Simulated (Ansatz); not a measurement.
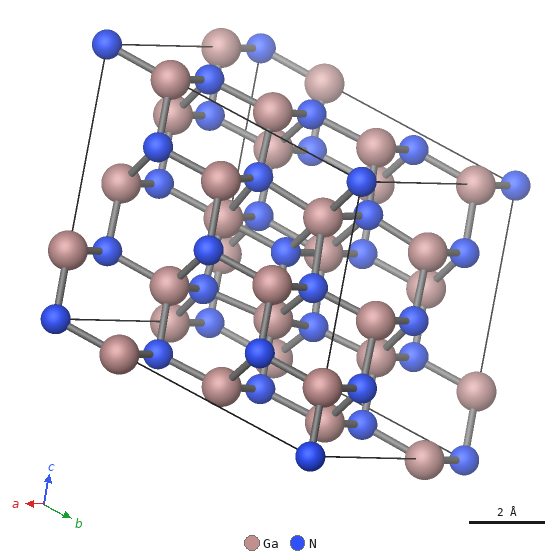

Drawn in the ball-and-stick manner and seen from a general direction. The supercell is drawn as a box. The host is GaN, in a cell of 32 sites, and the cell carries a charge of -1.

What imperfection does the supercell contain?

An interstitial nitrogen atom. It is bonded to four Ga in a tetrahedral arrangement at about 1.9 Å.

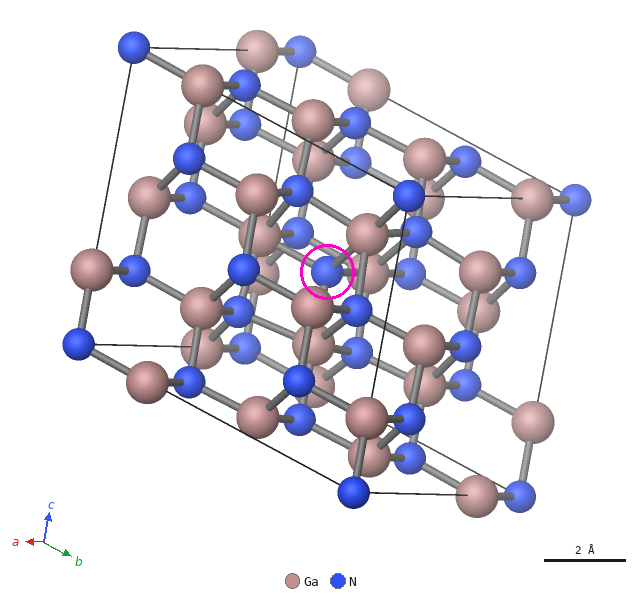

The same cell with a ring at the defect's site.

The atoms were relaxed in the host's cell with Ansatz, DFT PBE, scalar-relativistic, plane waves, PAW.
